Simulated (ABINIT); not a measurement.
## Pt: geometry relaxation (part 2 of 2)

Continued. System: Pt (1 atom in the cell). Method: Kohn-Sham DFT of a periodic cell, PBE, JTH PAW PBE v2.0, no spin polarisation (ABINIT 10.8.3); cutoff 435.38 eV, 12×12×12 k-mesh, fermi-dirac of 0.05 eV. The structure derives from an entry of the Crystallography Open Database.

Geometry of the input (Å; fractional positions):
```
0.0000  1.9609  1.9609
1.9609  0.0000  1.9609
1.9609  1.9609  0.0000
Pt 0.0000  0.0000  0.0000
```

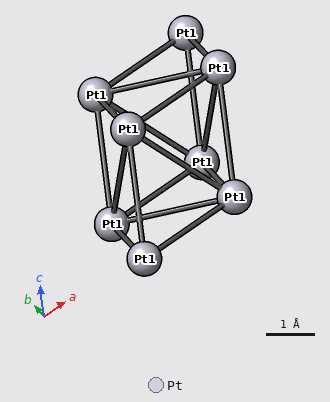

Figure 1. The geometry at step 2 of the log (ball-and-stick view of the cell of the calculation, seen slightly off an axis; atoms are numbered from 1 in the order of the input).

## What the program printed, continued
```
--- !ResultsGS
iteration_state: {dtset: 1, itime: 2, icycle: 1, }
comment   : Summary of ground state results
lattice_vectors:
- [  0.0000000,   3.7480975,   3.7480975, ]
- [  3.7480975,   0.0000000,   3.7480975, ]
- [  3.7480975,   3.7480975,   0.0000000, ]
lattice_lengths: [   5.30061,    5.30061,    5.30061, ]
lattice_angles: [ 60.000,  60.000,  60.000, ] # degrees, (23, 13, 12)
lattice_volume:   1.0530831E+02
convergence: {deltae: -1.623E-11, res2:  4.206E-10, residm:  2.004E-07, diffor: null, }
etotal    :  -2.70217195E+01
entropy   :   0.00000000E+00
fermie    :   3.21769308E-01
cartesian_stress_tensor: # hartree/bohr^3
- [ -5.28803794E-05,   0.00000000E+00,   0.00000000E+00, ]
- [  0.00000000E+00,  -5.28803794E-05,   0.00000000E+00, ]
- [  0.00000000E+00,   0.00000000E+00,  -5.28803794E-05, ]
pressure_GPa:   1.5558E+00
xred      :
- [  0.0000E+00,   0.0000E+00,   0.0000E+00, Pt]
cartesian_forces: # hartree/bohr
- [ -0.00000000E+00,  -0.00000000E+00,  -0.00000000E+00, ]
force_length_stats: {min:   0.00000000E+00, max:   0.00000000E+00, mean:   0.00000000E+00, }
...

 Integrated electronic density in atomic spheres:
 ------------------------------------------------
 Atom  Sphere_radius  Integrated_density
    1        2.51622          8.56838056

---OUTPUT-----------------------------------------------------------------------

 Cartesian coordinates (xcart) [bohr]
  0.00000000000000E+00  0.00000000000000E+00  0.00000000000000E+00
 Reduced coordinates (xred)
  0.00000000000000E+00  0.00000000000000E+00  0.00000000000000E+00
 Cartesian forces (fcart) [Ha/bohr]; max,rms= 0.00000E+00 0.00000E+00 (free atoms)
 -0.00000000000000E+00 -0.00000000000000E+00 -0.00000000000000E+00
 Gradient of E wrt nuclear positions in reduced coordinates (gred)
  0.00000000000000E+00  0.00000000000000E+00  0.00000000000000E+00
 Scale of Primitive Cell (acell) [bohr]
  5.30061027389451E+00  5.30061027389451E+00  5.30061027389451E+00
 Real space primitive translations (rprimd) [bohr]
  0.00000000000000E+00  3.74809746909789E+00  3.74809746909789E+00
  3.74809746909789E+00  0.00000000000000E+00  3.74809746909789E+00
  3.74809746909789E+00  3.74809746909789E+00  0.00000000000000E+00
 Unitary Cell Volume (ucvol) [Bohr^3]=  1.05308305382898E+02
 Angles (23,13,12)= [degrees]
  6.00000000000000E+01  6.00000000000000E+01  6.00000000000000E+01
 Lengths [Bohr]
  5.30061027389451E+00  5.30061027389451E+00  5.30061027389451E+00
 Stress tensor in cartesian coordinates (strten) [Ha/bohr^3]
 -5.28803794276785E-05  0.00000000000000E+00  0.00000000000000E+00
  0.00000000000000E+00 -5.28803794276854E-05  0.00000000000000E+00
  0.00000000000000E+00  0.00000000000000E+00 -5.28803794277027E-05
 Total energy (etotal) [Ha]= -2.70217195317869E+01

 Difference of energy with previous step (new-old):
           Absolute (Ha)=-7.51612E-04
           Relative     =-2.78155E-05

--- Iteration: ( 3/60) Internal Cycle: (1/1)
--------------------------------------------------------------------------------

---SELF-CONSISTENT-FIELD CONVERGENCE--------------------------------------------

--- !BeginCycle
iteration_state: {dtset: 1, itime: 3, icycle: 1, }
solver: {iscf: 17, nstep: 100, nline: 4, wfoptalg: 10, }
tolerances: {tolvrs: 1.00E-09, }
...

     iter   Etot(hartree)      deltaE(h)  residm     nres2
 ETOT  1  -27.021713380212    -2.702E+01 1.529E-05 1.017E-02
 ETOT  2  -27.021739319754    -2.594E-05 2.854E-07 6.124E-04
 ETOT  3  -27.021736437580     2.882E-06 3.680E-07 5.168E-05
 ETOT  4  -27.021736601122    -1.635E-07 7.747E-08 1.837E-05
 ETOT  5  -27.021736587375     1.375E-08 1.519E-07 3.355E-06
 ETOT  6  -27.021736582871     4.504E-09 5.299E-08 6.170E-07
 ETOT  7  -27.021736585137    -2.266E-09 1.135E-07 1.749E-07
 ETOT  8  -27.021736584671     4.663E-10 2.828E-08 2.252E-10

 At SCF step    8       nres2   =  2.25E-10 < tolvrs=  1.00E-09 =>converged.

 Cartesian components of stress tensor (hartree/bohr^3)
  sigma(1 1)= -4.34252550E-06  sigma(3 2)=  0.00000000E+00
  sigma(2 2)= -4.34252550E-06  sigma(3 1)=  0.00000000E+00
  sigma(3 3)= -4.34252550E-06  sigma(2 1)=  0.00000000E+00

--- !ResultsGS
iteration_state: {dtset: 1, itime: 3, icycle: 1, }
comment   : Summary of ground state results
lattice_vectors:
- [  0.0000000,   3.7551960,   3.7551960, ]
- [  3.7551960,   0.0000000,   3.7551960, ]
- [  3.7551960,   3.7551960,   0.0000000, ]
lattice_lengths: [   5.31065,    5.31065,    5.31065, ]
lattice_angles: [ 60.000,  60.000,  60.000, ] # degrees, (23, 13, 12)
lattice_volume:   1.0590777E+02
convergence: {deltae:  4.663E-10, res2:  2.252E-10, residm:  2.828E-08, diffor: null, }
etotal    :  -2.70217366E+01
entropy   :   0.00000000E+00
fermie    :   3.18321616E-01
cartesian_stress_tensor: # hartree/bohr^3
- [ -4.34252550E-06,   0.00000000E+00,   0.00000000E+00, ]
- [  0.00000000E+00,  -4.34252550E-06,   0.00000000E+00, ]
- [  0.00000000E+00,   0.00000000E+00,  -4.34252550E-06, ]
pressure_GPa:   1.2776E-01
xred      :
- [  0.0000E+00,   0.0000E+00,   0.0000E+00, Pt]
cartesian_forces: # hartree/bohr
- [ -0.00000000E+00,  -0.00000000E+00,  -0.00000000E+00, ]
force_length_stats: {min:   0.00000000E+00, max:   0.00000000E+00, mean:   0.00000000E+00, }
...

 Integrated electronic density in atomic spheres:
 ------------------------------------------------
 Atom  Sphere_radius  Integrated_density
    1        2.51622          8.57477201

---OUTPUT-----------------------------------------------------------------------

 Cartesian coordinates (xcart) [bohr]
  0.00000000000000E+00  0.00000000000000E+00  0.00000000000000E+00
 Reduced coordinates (xred)
  0.00000000000000E+00  0.00000000000000E+00  0.00000000000000E+00
 Cartesian forces (fcart) [Ha/bohr]; max,rms= 0.00000E+00 0.00000E+00 (free atoms)
 -0.00000000000000E+00 -0.00000000000000E+00 -0.00000000000000E+00
 Gradient of E wrt nuclear positions in reduced coordinates (gred)
  0.00000000000000E+00  0.00000000000000E+00  0.00000000000000E+00
 Scale of Primitive Cell (acell) [bohr]
  5.31064917334247E+00  5.31064917334247E+00  5.31064917334247E+00
 Real space primitive translations (rprimd) [bohr]
  0.00000000000000E+00  3.75519604297319E+00  3.75519604297319E+00
  3.75519604297319E+00  0.00000000000000E+00  3.75519604297319E+00
  3.75519604297319E+00  3.75519604297319E+00  0.00000000000000E+00
 Unitary Cell Volume (ucvol) [Bohr^3]=  1.05907773880846E+02
 Angles (23,13,12)= [degrees]
  6.00000000000000E+01  6.00000000000000E+01  6.00000000000000E+01
 Lengths [Bohr]
  5.31064917334247E+00  5.31064917334247E+00  5.31064917334247E+00
 Stress tensor in cartesian coordinates (strten) [Ha/bohr^3]
 -4.34252550266315E-06  0.00000000000000E+00  0.00000000000000E+00
  0.00000000000000E+00 -4.34252550265621E-06  0.00000000000000E+00
  0.00000000000000E+00  0.00000000000000E+00 -4.34252550264927E-06
 Total energy (etotal) [Ha]= -2.70217365846708E+01

 Difference of energy with previous step (new-old):
           Absolute (Ha)=-1.70529E-05
           Relative     =-6.31080E-07

--- Iteration: ( 4/60) Internal Cycle: (1/1)
--------------------------------------------------------------------------------

---SELF-CONSISTENT-FIELD CONVERGENCE--------------------------------------------

--- !BeginCycle
iteration_state: {dtset: 1, itime: 4, icycle: 1, }
solver: {iscf: 17, nstep: 100, nline: 4, wfoptalg: 10, }
tolerances: {tolvrs: 1.00E-09, }
...

     iter   Etot(hartree)      deltaE(h)  residm     nres2
 ETOT  1  -27.021736512297    -2.702E+01 6.549E-06 8.234E-05
 ETOT  2  -27.021736721792    -2.095E-07 4.622E-08 5.093E-06
 ETOT  3  -27.021736697616     2.418E-08 2.431E-08 4.226E-07
 ETOT  4  -27.021736698966    -1.351E-09 4.199E-09 1.532E-07
 ETOT  5  -27.021736698850     1.161E-10 9.542E-09 2.863E-08
 ETOT  6  -27.021736698803     4.686E-11 2.936E-09 5.049E-09
 ETOT  7  -27.021736698822    -1.898E-11 4.968E-09 1.486E-09
 ETOT  8  -27.021736698818     4.832E-12 1.899E-09 1.224E-12

 At SCF step    8       nres2   =  1.22E-12 < tolvrs=  1.00E-09 =>converged.

 Cartesian components of stress tensor (hartree/bohr^3)
  sigma(1 1)=  3.87336306E-08  sigma(3 2)=  0.00000000E+00
  sigma(2 2)=  3.87336306E-08  sigma(3 1)=  0.00000000E+00
  sigma(3 3)=  3.87336306E-08  sigma(2 1)=  0.00000000E+00

--- !ResultsGS
iteration_state: {dtset: 1, itime: 4, icycle: 1, }
comment   : Summary of ground state results
lattice_vectors:
- [  0.0000000,   3.7558351,   3.7558351, ]
- [  3.7558351,   0.0000000,   3.7558351, ]
- [  3.7558351,   3.7558351,   0.0000000, ]
lattice_lengths: [   5.31155,    5.31155,    5.31155, ]
lattice_angles: [ 60.000,  60.000,  60.000, ] # degrees, (23, 13, 12)
lattice_volume:   1.0596185E+02
convergence: {deltae:  4.832E-12, res2:  1.224E-12, residm:  1.899E-09, diffor: null, }
etotal    :  -2.70217367E+01
entropy   :   0.00000000E+00
fermie    :   3.18010849E-01
cartesian_stress_tensor: # hartree/bohr^3
- [  3.87336306E-08,   0.00000000E+00,   0.00000000E+00, ]
- [  0.00000000E+00,   3.87336306E-08,   0.00000000E+00, ]
- [  0.00000000E+00,   0.00000000E+00,   3.87336306E-08, ]
pressure_GPa:  -1.1396E-03
xred      :
- [  0.0000E+00,   0.0000E+00,   0.0000E+00, Pt]
cartesian_forces: # hartree/bohr
- [ -0.00000000E+00,  -0.00000000E+00,  -0.00000000E+00, ]
force_length_stats: {min:   0.00000000E+00, max:   0.00000000E+00, mean:   0.00000000E+00, }
...

 Integrated electronic density in atomic spheres:
 ------------------------------------------------
 Atom  Sphere_radius  Integrated_density
    1        2.51622          8.54567216

---OUTPUT-----------------------------------------------------------------------

 Cartesian coordinates (xcart) [bohr]
  0.00000000000000E+00  0.00000000000000E+00  0.00000000000000E+00
 Reduced coordinates (xred)
  0.00000000000000E+00  0.00000000000000E+00  0.00000000000000E+00
 Cartesian forces (fcart) [Ha/bohr]; max,rms= 0.00000E+00 0.00000E+00 (free atoms)
 -0.00000000000000E+00 -0.00000000000000E+00 -0.00000000000000E+00
 Gradient of E wrt nuclear positions in reduced coordinates (gred)
  0.00000000000000E+00  0.00000000000000E+00  0.00000000000000E+00
 Scale of Primitive Cell (acell) [bohr]
  5.31155289432392E+00  5.31155289432392E+00  5.31155289432392E+00
 Real space primitive translations (rprimd) [bohr]
  0.00000000000000E+00  3.75583507020748E+00  3.75583507020748E+00
  3.75583507020748E+00  0.00000000000000E+00  3.75583507020748E+00
  3.75583507020748E+00  3.75583507020748E+00  0.00000000000000E+00
 Unitary Cell Volume (ucvol) [Bohr^3]=  1.05961850527099E+02
 Angles (23,13,12)= [degrees]
  6.00000000000000E+01  6.00000000000000E+01  6.00000000000000E+01
 Lengths [Bohr]
  5.31155289432392E+00  5.31155289432392E+00  5.31155289432392E+00
 Stress tensor in cartesian coordinates (strten) [Ha/bohr^3]
  3.87336305633645E-08  0.00000000000000E+00  0.00000000000000E+00
  0.00000000000000E+00  3.87336305633645E-08  0.00000000000000E+00
  0.00000000000000E+00  0.00000000000000E+00  3.87336305772423E-08
 Total energy (etotal) [Ha]= -2.70217366988175E+01

 Difference of energy with previous step (new-old):
           Absolute (Ha)=-1.14147E-07
           Relative     =-4.22426E-09

 At Broyd/MD step   4, gradients are converged :
  max grad (force/stress) = 3.8734E-06 < tolmxf= 5.0000E-05 ha/bohr (free atoms)

================================================================================

 ----iterations are completed or convergence reached----

 Mean square residual over all n,k,spin=   33.257E-13; max=  18.986E-10
 reduced coordinates (array xred) for    1 atoms
       0.000000000000      0.000000000000      0.000000000000
 rms dE/dt=  0.0000E+00; max dE/dt=  0.0000E+00; dE/dt below (all hartree)
    1       0.000000000000      0.000000000000      0.000000000000

 cartesian coordinates (angstrom) at end:
    1      0.00000000000000     0.00000000000000     0.00000000000000

 cartesian forces (hartree/bohr) at end:
    1     -0.00000000000000    -0.00000000000000    -0.00000000000000
 frms,max,avg= 0.0000000E+00 0.0000000E+00   0.000E+00  0.000E+00  0.000E+00 h/b

 cartesian forces (eV/Angstrom) at end:
    1     -0.00000000000000    -0.00000000000000    -0.00000000000000
 frms,max,avg= 0.0000000E+00 0.0000000E+00   0.000E+00  0.000E+00  0.000E+00 e/A
 length scales=  5.311552894324  5.311552894324  5.311552894324 bohr
              =  2.810752744275  2.810752744275  2.810752744275 angstroms
 Fermi (or HOMO) energy (hartree) =   0.31801   Average Vxc (hartree)=  -0.45011
 Eigenvalues (hartree) for nkpt=  72  k points:
 kpt#   1, nband=  9, wtk=  0.00058, kpt=  0.0000  0.0000  0.0000 (reduced coord)
  -0.04188    0.18725    0.18725    0.18725    0.26131    0.26131    0.88588    1.05835
   1.05835
      occupation numbers for kpt#   1
   2.00000    2.00000    2.00000    2.00000    2.00000    2.00000    0.00000    0.00000
   0.00000
 prteigrs : prtvol=0 or 1, do not print more k-points.

--- !EnergyTerms
iteration_state     : {dtset: 1, itime: 4, icycle: 1, }
comment             : Components of total free energy in Hartree
kinetic             :  8.20180528007178E+00
hartree             :  2.15177161334784E+00
xc                  : -2.89903775149030E+00
Ewald energy        : -3.05182601765613E+01
psp_core            :  3.00982719852664E+00
local_psp           : -9.36457050058523E+00
PAW spherical_terms :  2.39731955006403E+00
internal            : -2.70211447866265E+01
'-kT*entropy'       : -5.91414773102606E-04
total_energy        : -2.70217362013996E+01
total_energy_eV     : -7.35298900813292E+02
...

--- !EnergyTermsDC
iteration_state     : {dtset: 1, itime: 4, icycle: 1, }
comment             : '"Double-counting" decomposition of free energy'
band_energy         :  1.92405186519046E+00
Ewald energy        : -3.05182601765613E+01
psp_core            :  3.00982719852664E+00
xc_dc               : -1.68512701303283E+00
PAW spherical_terms :  2.48362841832544E-01
internal            : -2.70211452840444E+01
'-kT*entropy'       : -5.91414773102606E-04
total_energy_dc     : -2.70217366988175E+01
total_energy_dc_eV  : -7.35298914348724E+02
...

--- !EnergyTermsWithPAWCore
iteration_state     : {dtset: 1, itime: 4, icycle: 1, }
comment             : 'Components of total free energy, including PAW core contributions'
Total energy        : -1.84137394764567E+04
Total energy DC     : -1.84137394769541E+04
Total energy (eV)   : -5.01063377126730E+05
Total energy DC (eV): -5.01063377140266E+05
...

 Cartesian components of stress tensor (hartree/bohr^3)
  sigma(1 1)=  3.87336306E-08  sigma(3 2)=  0.00000000E+00
  sigma(2 2)=  3.87336306E-08  sigma(3 1)=  0.00000000E+00
  sigma(3 3)=  3.87336306E-08  sigma(2 1)=  0.00000000E+00

-Cartesian components of stress tensor (GPa)         [Pressure= -1.1396E-03 GPa]
- sigma(1 1)=  1.13958276E-03  sigma(3 2)=  0.00000000E+00
- sigma(2 2)=  1.13958276E-03  sigma(3 1)=  0.00000000E+00
- sigma(3 3)=  1.13958276E-03  sigma(2 1)=  0.00000000E+00

== END DATASET(S) ==============================================================
================================================================================

 -outvars: echo values of variables after computation  --------
            acell      5.3115528943E+00  5.3115528943E+00  5.3115528943E+00 Bohr
           etotal     -2.7021736699E+01
            fcart     -0.0000000000E+00 -0.0000000000E+00 -0.0000000000E+00
            rprim      0.0000000000E+00  7.0710678119E-01  7.0710678119E-01
                       7.0710678119E-01  0.0000000000E+00  7.0710678119E-01
                       7.0710678119E-01  7.0710678119E-01  0.0000000000E+00
           strten      3.8733630563E-08  3.8733630563E-08  3.8733630577E-08
                       0.0000000000E+00  0.0000000000E+00  0.0000000000E+00
 Calculation completed.
```

## Trajectory as extended XYZ (Å, eV, eV/Å), 4 frames, from step=0 to step=3
```
1
Lattice="0.0000 1.9609 1.9609 1.9609 0.0000 1.9609 1.9609 1.9609 0.0000" Properties=species:S:1:pos:R:3:forces:R:3 step=0 energy=-735.27800
Pt    0.0000    0.0000    0.0000    0.0000   0.0000   0.0000
1
Lattice="0.0000 1.9834 1.9834 1.9834 0.0000 1.9834 1.9834 1.9834 0.0000" Properties=species:S:1:pos:R:3:forces:R:3 step=1 energy=-735.29845
Pt    0.0000    0.0000    0.0000    0.0000   0.0000   0.0000
1
Lattice="0.0000 1.9872 1.9872 1.9872 0.0000 1.9872 1.9872 1.9872 0.0000" Properties=species:S:1:pos:R:3:forces:R:3 step=2 energy=-735.29891
Pt    0.0000    0.0000    0.0000    0.0000   0.0000   0.0000
1
Lattice="0.0000 1.9875 1.9875 1.9875 0.0000 1.9875 1.9875 1.9875 0.0000" Properties=species:S:1:pos:R:3:forces:R:3 step=3 energy=-735.29891
Pt    0.0000    0.0000    0.0000    0.0000   0.0000   0.0000
```
